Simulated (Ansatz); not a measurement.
## Geometry relaxation of Ni₃Ge (part 1 of 2)

Ni₃Ge (Pm-3m, 4 atoms in the cell), computed with DFT PBEsol, scalar-relativistic, plane waves, PAW, no spin polarisation (Ansatz 0.2.0).

The structure derives from a Materials Project entry.

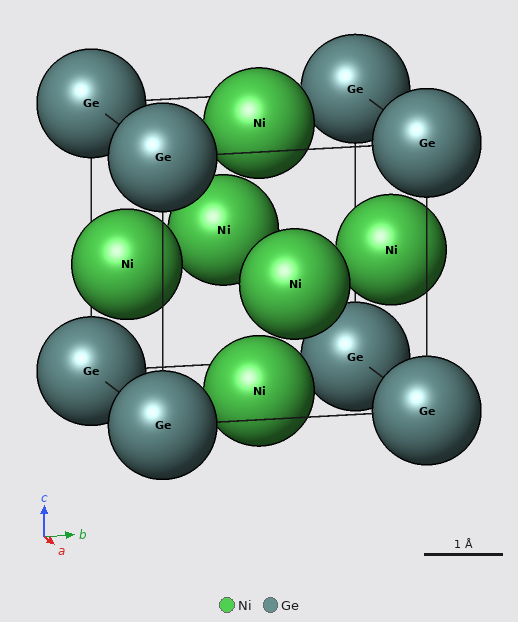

Figure 1. The starting structure (spheres-only view of the cell of the calculation, seen slightly off an axis).

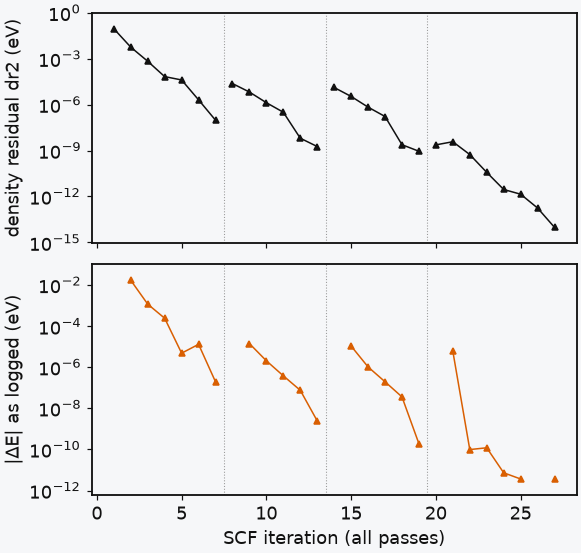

Figure 2. Convergence of the self-consistent field: density residual dr2 and size of the energy change against the SCF iteration. The dotted lines part the SCF passes of the relaxation: geometry steps, rejected trials and re-solves on a re-selected basis. The passes take 7, 6, 6 and 8 iterations.

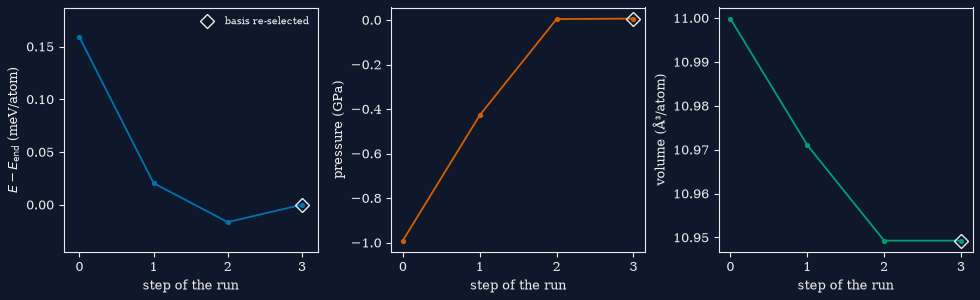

Figure 3. Progress of the relaxation, step by step (the first geometry is step 0 here and step 1 in the log). No atom moves by more than 0.005 Å relative to the cell. The volume changes by −0.5 %, with a = b = c 3.530 → 3.525 Å (−0.2 %). The space group stays Pm-3m (No. 221). Over 2 geometry steps the energy falls by 0.2 meV per atom. All forces vanish by symmetry, so only the cell relaxes. The pressure goes from −0.99 to 0.01 GPa. A last SCF at the same geometry on a re-selected plane-wave basis shifts the energy by +0.0 meV per atom.

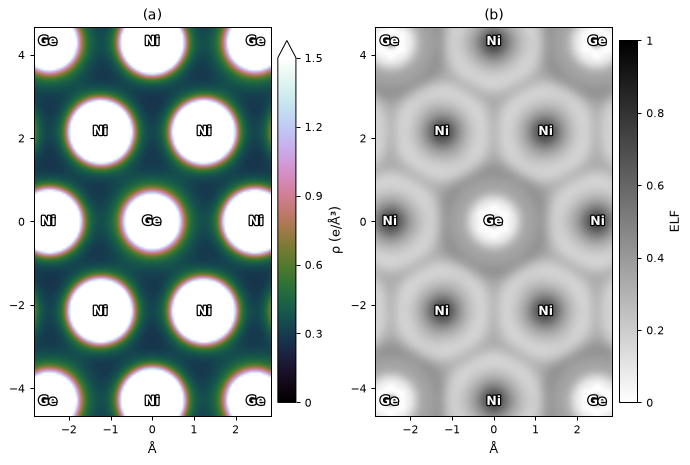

Figure 4. (a) valence charge density (pseudo); (b) electron localisation function on the (111) plane of the conventional cell. Atoms in the plane: Ni and Ge. Ni–Ni (2.49 Å): ρ at the midpoint is about 0.33 e/Å³; the ELF is about 0.25 at the midpoint; no localised pair between them. Ni–Ge (2.49 Å): ρ is about 0.36 e/Å³ halfway; the ELF is about 0.35 at the midpoint (nearly free electrons, as in a simple metal). Away from the nuclei the density in this plane falls to 0.27 e/Å³ at its lowest. The strong features right at Ni lie inside the PAW spheres (semicore, d or f shells) and say nothing about bonding. The fields are those of the smooth PAW valence density.

The input and output of the run follow.

Input file:
```yaml
crystal:
  lattice:
    - [3.5303341067, 0.0, 0.0]
    - [0.0, 3.5303341067, 0.0]
    - [0.0, 0.0, 3.5303341067]
  atoms:
    - { symbol: Ni, position: [0.5, 0.0, 0.5] }
    - { symbol: Ni, position: [0.0, 0.5, 0.5] }
    - { symbol: Ni, position: [0.5, 0.5, 0.0] }
    - { symbol: Ge, position: [0.0, 0.0, 0.0] }
basis:
  ecutwfc: 420
kpoints:
  mp_grid: { grid: [12, 12, 12] }
hamiltonian:
  xc: pbesol
scf:
  occupations: { method: gaussian, width: 0.1 }
output:
  forces: true
  stress: true
  eigenvalues: true
  write_density: true
  write_potential: true
  elf: true
  volumetric_format: npy
relax:
  adjacent_minimum: "off"
  f_tol: 0.005
  max_steps: 80
  cell: { stress_tol: 0.05 }
```

Run as:
```bash
ansatz run input.yaml --threads 1 --pin off --max-ram 2560MiB --backend cpu --events-out ev --progress --plain --runs-dir out
```

What the program printed:
```
Engine: ansatz 0.2.0, x86_64-unknown-linux-gnu
Pseudopotentials: kind: paw
Pseudopotential: Ni, paw, valence charge 18, recommended cutoff 420 eV (normal), Ni.paw.azcp
Pseudopotential: Ge, paw, valence charge 14, recommended cutoff 420 eV (normal), Ge.paw.azcp
Functional definition: PBEsol
  exchange = pbesol_x
  correlation = pbesol_c
Crystal: 4 atoms, lattice volume = 43.999 Å³
Basis set: ecut = 420 eV, 847 PW (Γ), exchange–correlation on 48×48×48 points (8 copies of the dense FFT grid, shifted against one another)
Bands: 41, of which v1, the nominal top of the filled ones, is band 34 counted from 1 (33 counted from 0)
Symmetry: 48 space group operations
Space group: Pm-3m (ITA 221), of the structure as read, at distance tolerance 3.5e-5 Å
k-points: 84 of 1728
Non-local potential: Ni, projectors of the file, l = 0: 3, l = 1: 2, l = 2: 3, l = 3: 1
Non-local potential: Ge, projectors of the file, l = 0: 2, l = 1: 2, l = 2: 3, l = 3: 1
PAW form: soft (Blöchl's): semilocal exchange-correlation on the pseudo side does not see the compensation charge
PAW frozen core: Ni, regenerated for the run's functional, and the local potential with it (the file was generated under x = pbe(κ = 0.804, μ = 0.2195149727645171), c = pbe(β = 0.06672455060314922))
PAW frozen core: Ge, regenerated for the run's functional, and the local potential with it (the file was generated under x = pbe(κ = 0.804, μ = 0.2195149727645171), c = pbe(β = 0.06672455060314922))
PAW one-centre angular grid: Ni, 590 points (default); XC on 64 Gauss nodes
PAW one-centre angular grid: Ge, 590 points (default); XC on 64 Gauss nodes
Initial density: superposition of atomic densities (neutral atoms: chi_scale 0, normalization atom), corrected by the library's trained network
Initial wavefunctions: pseudopotential atomic-orbital guess
Functional: x = pbesol(κ = 0.804, μ = 0.12345679012345678), c = pbesol(β = 0.046)
SCF iter   1: F=—  HF=-21669.811075 eV  |F-HF|=—  |Δ(HF+E_count)|=         —  Δρ=2.01e-2  dr2=9.21e-2  ethr=1.77e-3  ⟨swp⟩=5.6  Hψ=11047  notcnv=0  defer=31
preconditioner: auto → Kerker (q_TF=auto, 2.934 Å⁻¹)  [metal: Δε(μ)=0.028 eV  Ē_g=13.221 eV  σ=0.100 eV  W_gap=0.15  n_scr=18 (ndim 8)  ℏωp=37.1 eV  f_vac=0.000  D(μ)=2.13/eV (n_scr^D=18)]
SCF iter   2: F=—  HF=-21669.794138 eV  |F-HF|=—  |Δ(HF+E_count)|=   1.69e-2  Δρ=4.83e-3  dr2=5.75e-3  ethr=1.36e-4  ⟨swp⟩=2.4  Hψ=6379  notcnv=0  defer=141
SCF iter   3: F=—  HF=-21669.792966 eV  |F-HF|=—  |Δ(HF+E_count)|=   1.17e-3  Δρ=1.45e-3  dr2=6.87e-4  ethr=8.45e-6  ⟨swp⟩=1.6  Hψ=3745  notcnv=0  defer=141
SCF iter   4: F=—  HF=-21669.792725 eV  |F-HF|=—  |Δ(HF+E_count)|=   2.41e-4  Δρ=3.43e-4  dr2=6.84e-5  ethr=1.01e-6  ⟨swp⟩=2.0  Hψ=4638  notcnv=0  defer=141
SCF iter   5: F=—  HF=-21669.792720 eV  |F-HF|=—  |Δ(HF+E_count)|=   4.82e-6  Δρ=2.63e-4  dr2=4.13e-5  ethr=1.01e-7  ⟨swp⟩=2.2  Hψ=4623  notcnv=0  defer=141
SCF iter   6: F=—  HF=-21669.792707 eV  |F-HF|=—  |Δ(HF+E_count)|=   1.30e-5  Δρ=5.56e-5  dr2=2.07e-6  ethr=6.07e-8  ⟨swp⟩=2.0  Hψ=4427  notcnv=0  defer=141
SCF iter   7: F=-21669.792707 eV  HF=-21669.792707 eV  |F-HF|=1.13e-7  |Δ(HF+E_count)|=   1.94e-7  Δρ=1.39e-5  dr2=9.68e-8  ethr=1.47e-10  ⟨swp⟩=10.9  Hψ=25926  notcnv=0
SCF 1 converged in 7 iterations: F = -21669.792707 eV  dr2 = 9.68e-8
  greatest PAW one-centre occupation: 1.001 electrons in one spin orbital (limit 2), on the Ni atom at site 0 (counted from 0), in its partial waves of l = 1
relax step   1: F+E_penalty+E_count = -21669.79270723 eV  Δ(F+E_penalty+E_count) = +0.000e0 eV  max|allowed force component| = 2.143e-28 eV/Å  Δτ_max = 0.0000 Å  P = -0.991 GPa  Ω = 43.999 Å³  (7 SCF iters, dr2 threshold 1.00e-7 eV, accepted)
Crystal: 4 atoms, lattice volume = 43.884 Å³
Initial density: handed on by an earlier stage of this run
Initial wavefunctions: those handed on with the density
iter 1 solved again at ethr=3.04e-8 eV; its pass at ethr=3.10e-3 eV (dr2=2.07e-5 eV) is discarded
SCF iter   1: F=—  HF=-21669.793278 eV  |F-HF|=—  |Δ(HF+E_count)|=         —  Δρ=2.83e-4  dr2=2.40e-5  ethr=3.04e-8  ⟨swp⟩=2.1  Hψ=14079  notcnv=0
preconditioner: auto → Kerker (q_TF=auto, 2.935 Å⁻¹)  [metal: Δε(μ)=0.031 eV  Ē_g=13.278 eV  σ=0.100 eV  W_gap=0.18  n_scr=18 (ndim 8)  ℏωp=37.2 eV  f_vac=0.000  D(μ)=2.06/eV (n_scr^D=18)]
SCF iter   2: F=—  HF=-21669.793264 eV  |F-HF|=—  |Δ(HF+E_count)|=   1.41e-5  Δρ=1.15e-4  dr2=6.72e-6  ethr=3.04e-8  ⟨swp⟩=1.8  Hψ=4289  notcnv=0
SCF iter   3: F=—  HF=-21669.793261 eV  |F-HF|=—  |Δ(HF+E_count)|=   2.05e-6  Δρ=3.84e-5  dr2=1.35e-6  ethr=9.88e-9  ⟨swp⟩=1.9  Hψ=3764  notcnv=0
iter 4 did not close the SCF: its close was put off for the readings that it lacked (scf_convergence_deferred on its scf_iter line)
SCF iter   4: F=-21669.793261 eV  HF=-21669.793261 eV  |F-HF|=3.05e-7  |Δ(HF+E_count)|=   3.81e-7  Δρ=2.65e-5  dr2=3.21e-7  ethr=1.98e-9  ⟨swp⟩=2.1  Hψ=4764  notcnv=0
iter 5 did not close the SCF: its close was put off for the readings that it lacked (scf_convergence_deferred on its scf_iter line)
SCF iter   5: F=-21669.793261 eV  HF=-21669.793261 eV  |F-HF|=1.43e-8  |Δ(HF+E_count)|=   7.53e-8  Δρ=3.47e-6  dr2=6.44e-9  ethr=4.72e-10  ⟨swp⟩=2.0  Hψ=4173  notcnv=0
SCF iter   6: F=-21669.793261 eV  HF=-21669.793261 eV  |F-HF|=9.24e-10  |Δ(HF+E_count)|=   2.44e-9  Δρ=2.97e-6  dr2=1.84e-9  ethr=9.47e-12  ⟨swp⟩=5.6  Hψ=20245  notcnv=0
SCF 2 converged in 6 iterations: F = -21669.793261 eV  dr2 = 1.84e-9
  greatest PAW one-centre occupation: 1.001 electrons in one spin orbital (limit 2), on the Ni atom at site 2 (counted from 0), in its partial waves of l = 1
relax step   2: F+E_penalty+E_count = -21669.79326102 eV  Δ(F+E_penalty+E_count) = -5.538e-4 eV  max|allowed force component| = 1.650e-29 eV/Å  Δτ_max = 0.0000 Å  P = -0.428 GPa  Ω = 43.884 Å³  energy of the carried Pulay correction = +4.320e-5 eV  (6 SCF iters, dr2 threshold 4.00e-7 eV, accepted)
Crystal: 4 atoms, lattice volume = 43.797 Å³
iter 1 solved again at ethr=1.68e-8 eV; its pass at ethr=3.10e-3 eV (dr2=1.14e-5 eV) is discarded
SCF iter   1: F=—  HF=-21669.793421 eV  |F-HF|=—  |Δ(HF+E_count)|=         —  Δρ=2.15e-4  dr2=1.33e-5  ethr=1.68e-8  ⟨swp⟩=2.1  Hψ=14073  notcnv=0
preconditioner: auto → Kerker (q_TF=auto, 2.936 Å⁻¹)  [metal: Δε(μ)=0.031 eV  Ē_g=13.294 eV  σ=0.100 eV  W_gap=0.17  n_scr=18 (ndim 8)  ℏωp=37.2 eV  f_vac=0.000  D(μ)=2.06/eV (n_scr^D=18)]
SCF iter   2: F=—  HF=-21669.793410 eV  |F-HF|=—  |Δ(HF+E_count)|=   1.07e-5  Δρ=8.47e-5  dr2=3.46e-6  ethr=1.68e-8  ⟨swp⟩=2.0  Hψ=4251  notcnv=0
SCF iter   3: F=—  HF=-21669.793409 eV  |F-HF|=—  |Δ(HF+E_count)|=   1.03e-6  Δρ=2.81e-5  dr2=6.92e-7  ethr=5.09e-9  ⟨swp⟩=2.0  Hψ=3828  notcnv=0
iter 4 did not close the SCF: its close was put off for the readings that it lacked (scf_convergence_deferred on its scf_iter line)
SCF iter   4: F=-21669.793409 eV  HF=-21669.793409 eV  |F-HF|=1.59e-7  |Δ(HF+E_count)|=   1.96e-7  Δρ=1.95e-5  dr2=1.69e-7  ethr=1.02e-9  ⟨swp⟩=2.0  Hψ=4667  notcnv=0
iter 5 did not close the SCF: its close was put off for the readings that it lacked (scf_convergence_deferred on its scf_iter line)
SCF iter   5: F=-21669.793409 eV  HF=-21669.793409 eV  |F-HF|=4.54e-9  |Δ(HF+E_count)|=   3.59e-8  Δρ=2.28e-6  dr2=2.42e-9  ethr=2.48e-10  ⟨swp⟩=2.0  Hψ=4342  notcnv=0
SCF iter   6: F=-21669.793409 eV  HF=-21669.793409 eV  |F-HF|=1.08e-9  |Δ(HF+E_count)|=  1.89e-10  Δρ=1.98e-6  dr2=9.03e-10  ethr=3.56e-12  ⟨swp⟩=5.1  Hψ=19581  notcnv=0
SCF 3 converged in 6 iterations: F = -21669.793409 eV  dr2 = 9.03e-10
  greatest PAW one-centre occupation: 1.001 electrons in one spin orbital (limit 2), on the Ni atom at site 1 (counted from 0), in its partial waves of l = 1
```
